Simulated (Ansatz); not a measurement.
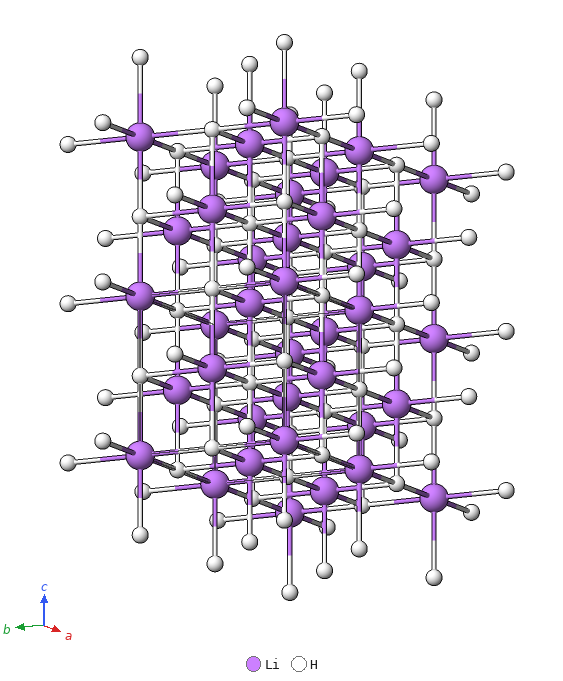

Structure drawing (ball-and-stick), viewed from a general direction. The picture spans 2×1×2 cells, one conventional unit cell being drawn with solid lines. Some atoms of the next cells are drawn as well.

LiH, space group Fm-3m (No. 225), a = 4.01 Å, b = 4.01 Å, c = 4.01 Å, α = 90.00°, β = 90.00°, γ = 90.00°.

Theory: Ansatz 0.2.0, G0W0 on PBE, plane waves, PAW. Numerical settings: plane waves up to 420 eV, k-points about 0.27 Å⁻¹ apart, no spin polarisation.

Question: Is it conducting or gapped at this level?

Answer: A semiconductor at this level, with a gap of 2.98 eV, direct.

The structure was taken from a structure type filled with these elements by a generator (whether the compound takes this form wasn't checked). Earlier steps of the study may have refined or changed the cell and positions. A calculation with Ansatz used it as input.
